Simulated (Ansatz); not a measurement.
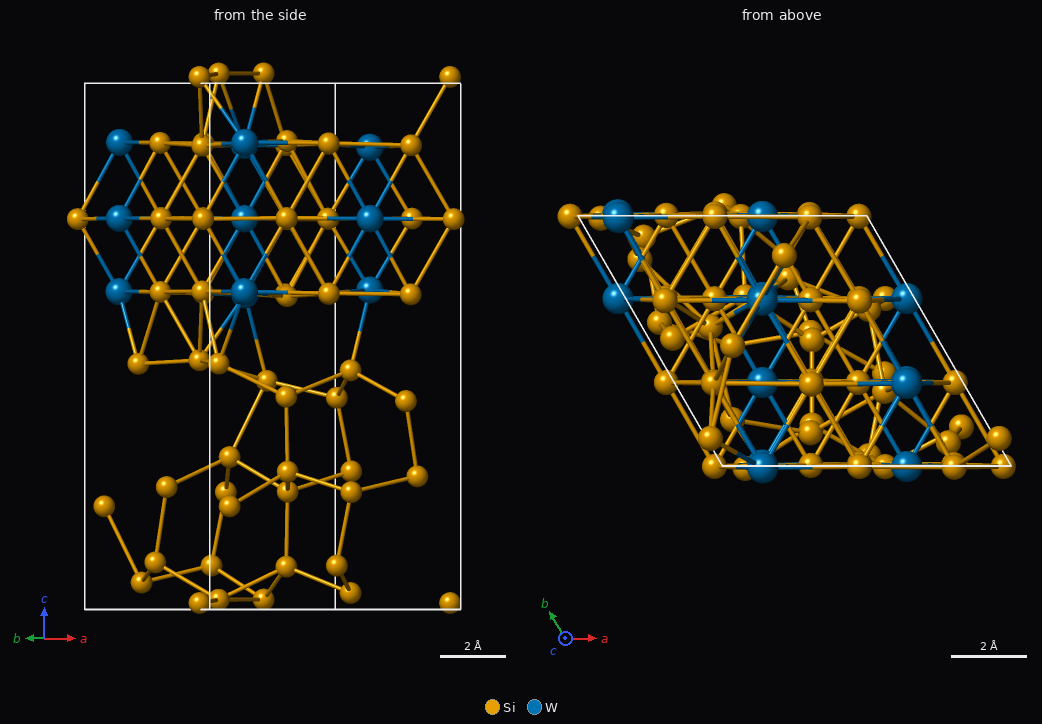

A ball-and-stick picture of a periodic stack of two materials, seen from the side and from above; the box is the simulation cell in a reduced setting, and 1×1 cells are drawn in the plane (a layer on the cell's face shows at both ends).

Give the two components and their Miller indices.

Answer. Si (1 1 1) (Fd-3m, 24 atoms) and Si2W (1 1 0) (I4/mmm, 27 atoms).

Give the in-plane cell and the period of the stack.

Answer. The in-plane vectors are 7.74 and 7.74 Å long, those of Si, to which Si2W is strained; the stack repeats after 16.2 Å.

The atoms and the stacking vector were relaxed with Ansatz 0.2.0, DFT PBE, scalar-relativistic, plane waves, PAW, the in-plane cell held. The two parents, named as they started, are listed structures, not always the stable forms, and thin layers can change their stacking on relaxation.
